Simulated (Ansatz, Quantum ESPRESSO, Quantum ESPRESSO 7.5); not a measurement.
## Evanescent states of LiH, rock salt type, lattice constant set to 4.08 Å

Aim: how fast states decay in the gap of LiH, rock salt type, lattice constant set to 4.08 Å.

Method: plane-wave DFT, PBE, SG15 norm-conserving pseudopotentials (cross-check by Ansatz 0.2.0 with PAW datasets), in Quantum ESPRESSO 7.5.

### 1. The structure

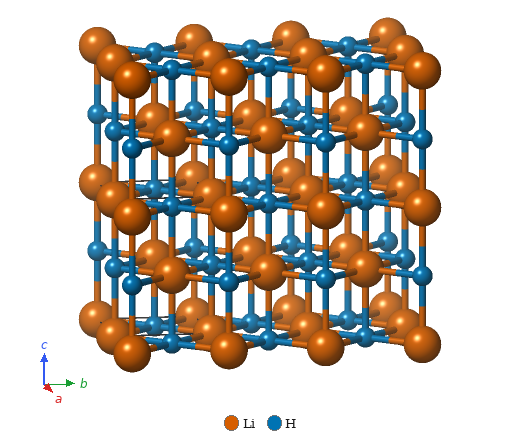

The starting structure, seen from the side, with the c axis up (lithium orange, hydrogen blue). 2×3×2 cells are drawn. Some periodic images of atoms are drawn too.

Coordinates:

```cif
data_structure
_symmetry_space_group_name_H-M 'Fm-3m'
_symmetry_Int_Tables_number 225
_cell_length_a 4.0800
_cell_length_b 4.0800
_cell_length_c 4.0800
_cell_angle_alpha 90.000
_cell_angle_beta 90.000
_cell_angle_gamma 90.000
_cell_volume 67.92
loop_
_atom_site_label
_atom_site_type_symbol
_atom_site_symmetry_multiplicity
_atom_site_Wyckoff_symbol
_atom_site_fract_x
_atom_site_fract_y
_atom_site_fract_z
_atom_site_occupancy
Li1 Li 4 a 0.00000 0.00000 0.00000 1
H1 H 4 b 0.00000 0.50000 0.00000 1
```

### 2. SCF with pw.x

pwcond needs a cell whose third axis lies along the current and stands perpendicular to the other two.

scf.in reads:

```
&control
  prefix = 'scf'
  outdir = './out'
  pseudo_dir = './pseudo'
  calculation = 'scf'
  tprnfor = .true.
/
&system
  ibrav = 0
  nat = 4
  ntyp = 2
  ecutwfc = 60
  ecutrho = 240
  occupations = 'fixed'
  nbnd = 8
/
&electrons
  conv_thr = 1e-09
  mixing_beta = 0.6
  electron_maxstep = 120
/
ATOMIC_SPECIES
  Li  6.9400  Li_ONCV_PBE-1.2.upf
  H   1.0080  H_ONCV_PBE-1.2.upf
CELL_PARAMETERS angstrom
  2.88499566724111 0.00000000000000 0.00000000000000
  0.00000000000000 2.88499566724111 0.00000000000000
  0.00000000000000 0.00000000000000 4.08000000000000
ATOMIC_POSITIONS crystal
  Li  0.000000000000 0.000000000000 0.000000000000
  H   0.500000000000 0.500000000000 0.000000000000
  Li  0.500000000000 0.500000000000 0.500000000000
  H   0.000000000000 0.000000000000 0.500000000000
K_POINTS automatic
  8 8 6 0 0 0
```

On the command line:

```console
$ OMP_NUM_THREADS=1 mpirun -n 2 pw.x -nk 2 -in scf.in > scf.out
```

What it wrote:

```text
Program PWSCF v.7.5 starts
[citation notice left out]

     Parallel version (MPI & OpenMP), running on       2 processor cores
     Number of MPI processes:                 2
     Threads/MPI process:                     1

     MPI processes distributed on     1 nodes
[...]
Current dimensions of program PWSCF are:
     Max number of different atomic species (ntypx) = 10
     Max number of k-points (npk) =  40000
     Max angular momentum in pseudopotentials (lmaxx) =  4
     Found identity + ( -0.5000 -0.5000 -0.5000) symmetry
     This is a supercell, fractional translations are disabled
     Message from routine setup:
     using ibrav=0 with symmetry is DISCOURAGED, use correct ibrav instead

     K-points division:     npool     =       2
     Subspace diagonalization in iterative solution of the eigenvalue problem:
     a serial algorithm will be used

     G-vector sticks info
     --------------------
     sticks:   dense  smooth     PW     G-vecs:    dense   smooth      PW
     Sum         569     569    177                14383    14383    2477

     Using Slab Decomposition

     bravais-lattice index     =            0
     lattice parameter (alat)  =       5.4519  a.u.
     unit-cell volume          =     229.1644 (a.u.)^3
     number of atoms/cell      =            4
     number of atomic types    =            2
     number of electrons       =         8.00
     number of Kohn-Sham states=            8
     kinetic-energy cutoff     =      60.0000  Ry
     charge density cutoff     =     240.0000  Ry
     scf convergence threshold =      1.0E-09
     mixing beta               =       0.6000
     number of iterations used =            8  plain     mixing
     Exchange-correlation= PBE
                           (   1   4   3   4   0   0   0)

     celldm(1)=   5.451852  celldm(2)=   0.000000  celldm(3)=   0.000000
     celldm(4)=   0.000000  celldm(5)=   0.000000  celldm(6)=   0.000000

     crystal axes: (cart. coord. in units of alat)
               a(1) = (   1.000000   0.000000   0.000000 )
               a(2) = (   0.000000   1.000000   0.000000 )
               a(3) = (   0.000000   0.000000   1.414214 )

     reciprocal axes: (cart. coord. in units 2 pi/alat)
               b(1) = (  1.000000  0.000000  0.000000 )
               b(2) = (  0.000000  1.000000  0.000000 )
               b(3) = (  0.000000  0.000000  0.707107 )

     PseudoPot. # 1 for Li read from file:
     ./pseudo/Li_ONCV_PBE-1.2.upf
     Pseudo is Norm-conserving, Zval =  3.0
     Generated using ONCVPSP code by D. R. Hamann
     Using radial grid of  602 points,  4 beta functions with:
                l(1) =   0
                l(2) =   0
                l(3) =   1
                l(4) =   1

     PseudoPot. # 2 for H  read from file:
     ./pseudo/H_ONCV_PBE-1.2.upf
     Pseudo is Norm-conserving, Zval =  1.0
     Generated using ONCVPSP code by D. R. Hamann
     Using radial grid of  602 points,  2 beta functions with:
                l(1) =   0
                l(2) =   0

     atomic species   valence    mass     pseudopotential
     Li                3.00     6.94000     Li( 1.00)
     H                 1.00     1.00800     H ( 1.00)

     16 Sym. Ops., with inversion, found

   Cartesian axes

     site n.     atom                  positions (alat units)
         1        Li     tau(   1) = (   0.0000000   0.0000000   0.0000000  )
         2        H      tau(   2) = (   0.5000000   0.5000000   0.0000000  )
         3        Li     tau(   3) = (   0.5000000   0.5000000   0.7071068  )
         4        H      tau(   4) = (   0.0000000   0.0000000   0.7071068  )

     number of k points=    60
                       cart. coord. in units 2pi/alat
        k(    1) = (   0.0000000   0.0000000   0.0000000), wk =   0.0052083
        k(    2) = (   0.0000000   0.0000000   0.1178511), wk =   0.0104167
        k(    3) = (   0.0000000   0.0000000   0.2357023), wk =   0.0104167
        k(    4) = (   0.0000000   0.0000000  -0.3535534), wk =   0.0052083
        k(    5) = (   0.0000000   0.1250000   0.0000000), wk =   0.0208333
        k(    6) = (   0.0000000   0.1250000   0.1178511), wk =   0.0416667
        k(    7) = (   0.0000000   0.1250000   0.2357023), wk =   0.0416667
        k(    8) = (   0.0000000   0.1250000  -0.3535534), wk =   0.0208333
        k(    9) = (   0.0000000   0.2500000   0.0000000), wk =   0.0208333
        k(   10) = (   0.0000000   0.2500000   0.1178511), wk =   0.0416667
[...]
k(   60) = (  -0.5000000  -0.5000000  -0.3535534), wk =   0.0052083

     Dense  grid:    14383 G-vectors     FFT dimensions: (  27,  27,  40)

     Estimated max dynamical RAM per process >      17.38 MB

     Estimated total dynamical RAM >      31.25 MB

     Initial potential from superposition of free atoms

     starting charge       7.7702, renormalised to       8.0000
     Starting wfcs are random

     total cpu time spent up to now is        0.9 secs

     per-process dynamical memory:    18.2 Mb

     Self-consistent Calculation

     iteration #  1     ecut=    60.00 Ry     beta= 0.60
     Davidson diagonalization with overlap
     ethr =  1.00E-02,  avg # of iterations =  7.8

     total cpu time spent up to now is        3.2 secs

     total energy              =     -30.93824824 Ry
     estimated scf accuracy    <       0.11959153 Ry

     iteration #  2     ecut=    60.00 Ry     beta= 0.60
[...]
total energy              =     -30.94632129 Ry
     estimated scf accuracy    <       0.00421929 Ry

     iteration #  3     ecut=    60.00 Ry     beta= 0.60
[...]
total energy              =     -30.94717596 Ry
     estimated scf accuracy    <       0.00009021 Ry

     iteration #  4     ecut=    60.00 Ry     beta= 0.60
[...]
total energy              =     -30.94718936 Ry
     estimated scf accuracy    <       0.00000426 Ry

     iteration #  5     ecut=    60.00 Ry     beta= 0.60
[...]
total energy              =     -30.94718954 Ry
     estimated scf accuracy    <       0.00000059 Ry

     iteration #  6     ecut=    60.00 Ry     beta= 0.60
[...]
total energy              =     -30.94718959 Ry
     estimated scf accuracy    <          3.9E-09 Ry

     iteration #  7     ecut=    60.00 Ry     beta= 0.60
[...]
End of self-consistent calculation

          k = 0.0000 0.0000 0.0000 (  1827 PWs)   bands (ev):

   -43.9171 -43.8679  -4.8423   0.3923   3.4191  10.9612  10.9612  14.0599

          k = 0.0000 0.0000 0.1179 (  1811 PWs)   bands (ev):

   -43.9138 -43.8711  -4.6808  -0.6647   4.8920  11.2015  11.2015  14.3100

          k = 0.0000 0.0000 0.2357 (  1803 PWs)   bands (ev):

   -43.9046 -43.8800  -4.1870  -2.1496   7.5636  11.9186  11.9186  13.1013

          k = 0.0000 0.0000-0.3536 (  1804 PWs)   bands (ev):

   -43.8923 -43.8922  -3.3460  -3.3460  10.4922  10.4922  13.0993  13.0993

          k = 0.0000 0.1250 0.0000 (  1809 PWs)   bands (ev):

   -43.9134 -43.8678  -4.6619   0.3131   3.6963   9.3351  11.2355  14.6152

          k = 0.0000 0.1250 0.1179 (  1813 PWs)   bands (ev):

   -43.9103 -43.8708  -4.5032  -0.6307   5.0027   9.6191  11.4752  13.3629

[...]
highest occupied, lowest unoccupied level (ev):     0.3924    3.4188

!    total energy              =     -30.94718959 Ry
     estimated scf accuracy    <          2.9E-10 Ry

     The total energy is the sum of the following terms:
     one-electron contribution =     -15.55844084 Ry
     hartree contribution      =       6.22825615 Ry
     xc contribution           =      -8.02778132 Ry
     ewald contribution        =     -13.58922358 Ry

     convergence has been achieved in   7 iterations

     Forces acting on atoms (cartesian axes, Ry/au):

     atom    1 type  1   force =     0.00000000    0.00000000    0.00000000
     atom    2 type  2   force =     0.00000000    0.00000000    0.00000000
     atom    3 type  1   force =     0.00000000    0.00000000    0.00000000
     atom    4 type  2   force =     0.00000000    0.00000000    0.00000000

     Total force =     0.000000     Total SCF correction =     0.000000

[...]
=------------------------------------------------------------------------------=
   JOB DONE.
=------------------------------------------------------------------------------=
```

It took 9.9 s on 2 MPI ranks of Arm Neoverse N1, shared host; peak memory 0.11 GiB.

This step gave:

* free energy: -421.0580 eV
* valence top, on the run's zero: 0.3924 eV
* conduction bottom, on the run's zero: 3.419 eV
* gap by band count: 3.026 eV

The run needed 7 iterations to bring the estimated error under 1e-09 Ry.

[end of part 1 of 3]

[Logs are printed without paths, hosts, clocks, repeated set-up lines and the standing remarks that a program may print on its own settings, such as how far it seeks lower states.]

[Hosts, paths, dates, database ids (printed as entryN), source tags and the programs' standing remarks are cut or masked in the printed files.]

[Maps of the electrostatic potential energy from Ansatz leave out the sawtooth potential of an applied field or a dipole correction, so their vacuum need not be flat; planar profiles and work functions include it.]
